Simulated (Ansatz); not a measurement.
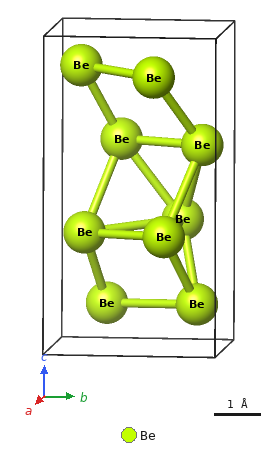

This is the input geometry for a relaxation of crystalline Be (built on the database_194 type) (coarse preliminary run). A ball-and-stick model of the cell of the calculation, seen slightly off an axis.

The calculation used Ansatz, DFT PBE, scalar-relativistic, plane waves, PAW.

Input
```yaml
crystal:
  lattice:
    - [1.1267218727, -1.9577462272, 0.018888099]
    - [-3.3539582044, -1.9426153698, -0.0340931553]
    - [-0.0832887468, 0.0204859917, -7.1461911576]
  atoms:
    - { symbol: Be, position: [0.4615889189, 0.8634198071, 0.6355765643] }
    - { symbol: Be, position: [0.4831592065, 0.837441193, 0.1365787174] }
    - { symbol: Be, position: [1.0837395062, 0.353098695, 0.629710711] }
    - { symbol: Be, position: [1.0234688622, 0.2642835317, 0.1107391474] }
    - { symbol: Be, position: [0.9749640876, 0.6357676271, 0.8740524216] }
    - { symbol: Be, position: [0.9837109818, 0.6987434203, 0.3745685548] }
    - { symbol: Be, position: [0.4678276058, 0.1600574951, 0.8800195794] }
    - { symbol: Be, position: [0.521540831, 0.1871882308, 0.3587543042] }
basis:
  ecutwfc: 420
kpoints:
  mp_grid: { grid: [10, 6, 4] }
hamiltonian:
  xc: pbe
scf:
  occupations: { method: gaussian, width: 0.1 }
output:
  forces: true
  stress: true
  eigenvalues: true
relax:
  adjacent_minimum: "off"
  f_tol: 0.015
  max_steps: 120
  cell: { stress_tol: 0.15 }
```

Q: Where does the relaxation end?

A: The energy falls by 110 meV per atom in 4 accepted moves (6 points after the start). Largest force component: 2.4 eV/Å at the start, 0.0015 eV/Å at the end. Pressure: 5.14 GPa at the start and 0.02 GPa at the end. The line search rejected the trial step at point 3 of the run. The SCF was repeated once at an unchanged geometry on a basis and grid sized afresh for the cell, which shifted the energy by less than 0.05 meV per atom at most. The atom that moves furthest relative to the cell is Be4 (0.29 Å roughly along [−1 3 1]). Cell: a 2.259 → 2.282 Å (+1.0 %), b 3.876 → 3.914 Å (+1.0 %), c 7.147 → 7.091 Å (−0.8 %), α 89.0° → 90.0°, β 91.0° → 90.0°, γ 89.8° → 90.0°. Volume +1.2 %. Near-neighbour distances that change, for instance: Be4–Be6 2.552 → 2.208 Å, Be2–Be4 1.955 → 2.265 Å, Be2–Be4 (another image) 2.543 → 2.265 Å, Be4–Be7 1.991 → 2.203 Å. The space group (tolerance 0.01 Å) goes from P1 (No. 1) to Cmcm (No. 63). The run took roughly 90 core-seconds on a shared host.

The end point in the same view:

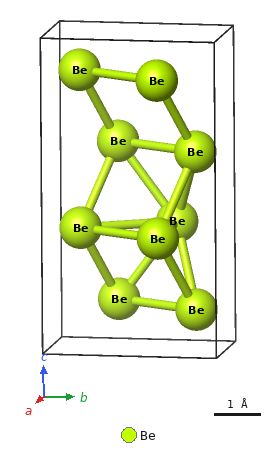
